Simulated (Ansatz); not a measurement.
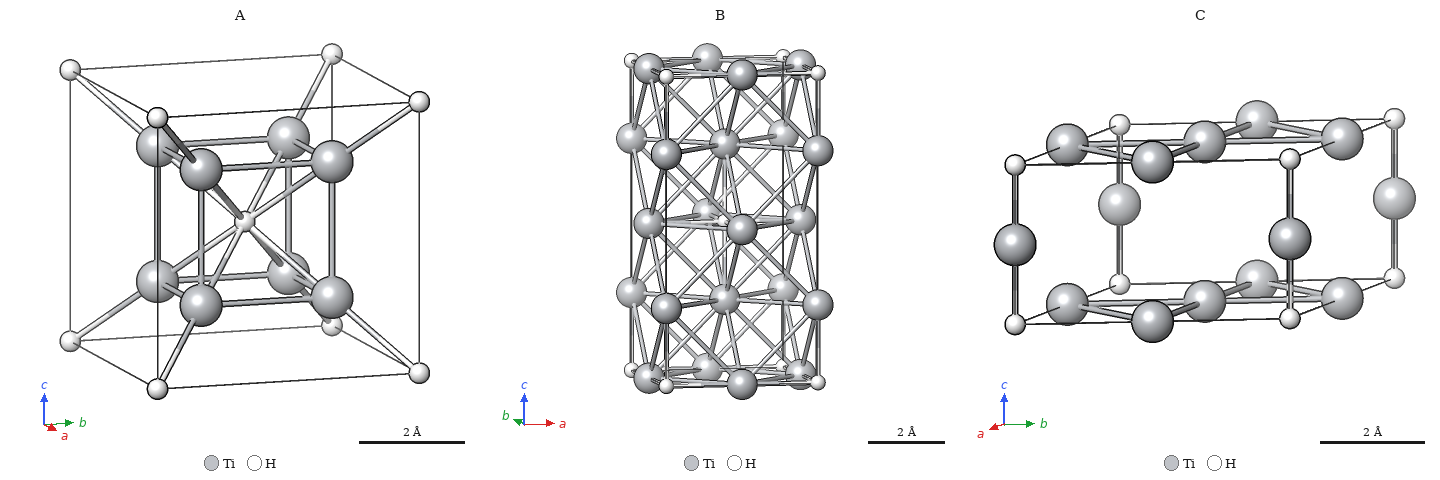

Three structures of Ti4H, each relaxed to rest (conventional cells in solid outline, small ones repeated, each panel with its own scale). Method: DFT PBE, scalar-relativistic, plane waves, PAW (Ansatz), without spin polarisation.

> What are the structures shown?

A: 10 atoms a cell on a body-centred cubic lattice, Im-3m; B: 10 atoms a cell on a body-centred tetragonal lattice, I4/mmm; C: 5 atoms a cell on a primitive hexagonal lattice, P6/mmm.

> Which of these is lowest in energy, and how far above it do the others lie?

B, then C (+475 meV/atom) and A (+649 meV/atom), energies at zero smearing.

> Collect the results in a table.

| panel | structure | E − E(lowest) (meV/atom) | volume (Å³/atom) | gap (eV) |
| --- | --- | --- | --- | --- |
| B | I4/mmm | 0 | 14.2 | metal |
| C | P6/mmm | 475 | 15.4 | metal |
| A | Im-3m | 649 | 14.8 | metal |

Some of these may be structure types tried for this composition rather than known phases, and the most stable form need not be among them. Gaps are taken on the k-mesh or band path of each run.
